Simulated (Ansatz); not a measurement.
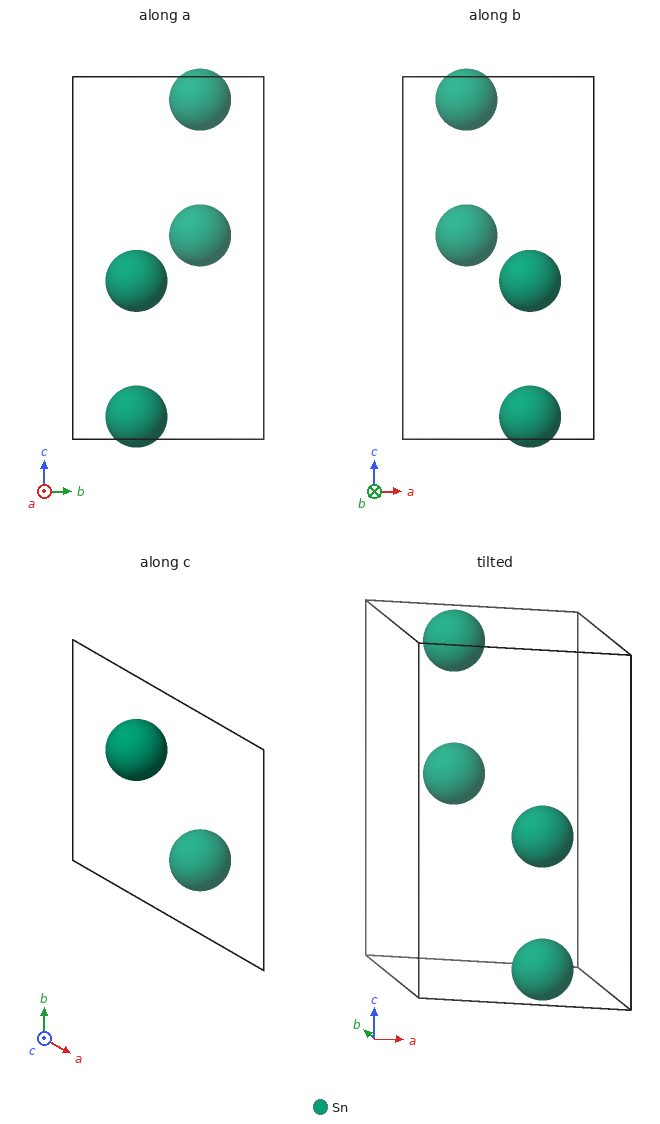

View along the a axis, along the b axis, along the c axis and slightly off an axis, drawn as a spheres-only model. The wireframe shows the conventional unit cell.

Lattice parameters: a = 4.635 Å, b = 4.635 Å, c = 7.614 Å, α = 90.00°, β = 90.00°, γ = 120.00°.

Express the structure as a table of Wyckoff sites, with free fractional coordinates to two decimals.

Answer. Space group P6_3/mmc (No. 194).
| atom | site | x | y | z |
| --- | --- | --- | --- | --- |
| Sn | 4f | 0.3333 | 0.6667 | 0.56 |

The structure comes from a structure type filled with this element by a generator (whether the element takes this form wasn't checked). Earlier steps of the study may have refined or changed the cell and positions. It was the input of a calculation with Ansatz.
